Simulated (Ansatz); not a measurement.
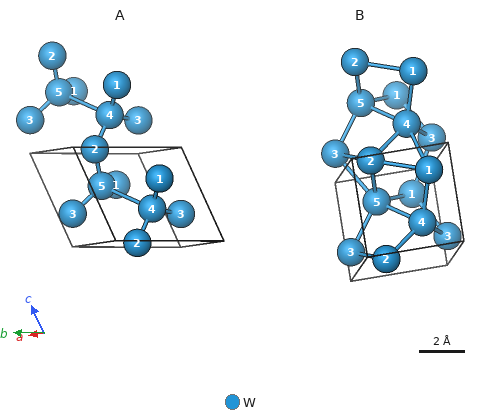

Two geometries of a crystal of W (built on the random type) (coarse preliminary run), drawn at one scale. One is the start of a relaxation, the other its converged end. Style: ball-and-stick. Shown: the cell of the calculation, repeated 1 × 1 × 2 with one cell outlined, from a free direction.

Method: DFT PBE, scalar-relativistic, plane waves, PAW (Ansatz). Set-up: plane-wave cutoff 420 eV; k-point mesh 6 × 6 × 6; occupations gaussian; smearing width 0.1 eV; no spin polarisation; cell and atoms relaxed; force threshold 0.04 eV/Å; at most 70 steps.

**Which geometry has the lower energy?**

Structure B is the relaxed one. Case: random cell with space group R32 (No. 155). The largest moves relative to the cell, 0.64 Å, are those of W1, W2 and W3. W2 goes along [−1 1 0]. Cell: a = b = c 4.889 → 4.573 Å (−6.5 %), α 66.9° → 92.8°, β 66.9° → 92.8°, γ 66.9° → 92.8°. Volume +0.5 %. Among the contacts that change: W1–W4 4.558 → 2.888 Å, W1–W2 3.110 → 4.478 Å, W1–W2 (another image) 3.772 → 2.737 Å, W1–W4 (another image) 1.844 → 2.587 Å. New bonds form: W1–W2 (3.77 → 2.74 Å), W1–W3 (3.77 → 2.74 Å), W1–W4 (4.56 → 2.89 Å), W1–W5 (4.56 → 2.89 Å). Bond angles that change, for instance: W4–W1–W5 121.7° → 95.5°, W1–W4–W5 103.1° → 88.2°, W1–W4–W2 115.0° → 119.9°. The space group stays R32 (No. 155). After 13 accepted moves (15 points after the start) the energy has fallen by 8949 meV per atom. The largest force component goes from 31 to 0.0077 eV/Å. The pressure goes from 187.43 to 0.06 GPa. At 2 points the geometry stayed and the basis and grid were re-selected for the new cell (energy shift of 27.6 meV per atom at most each time). The run took of the order of 10 core-minutes on a shared host.
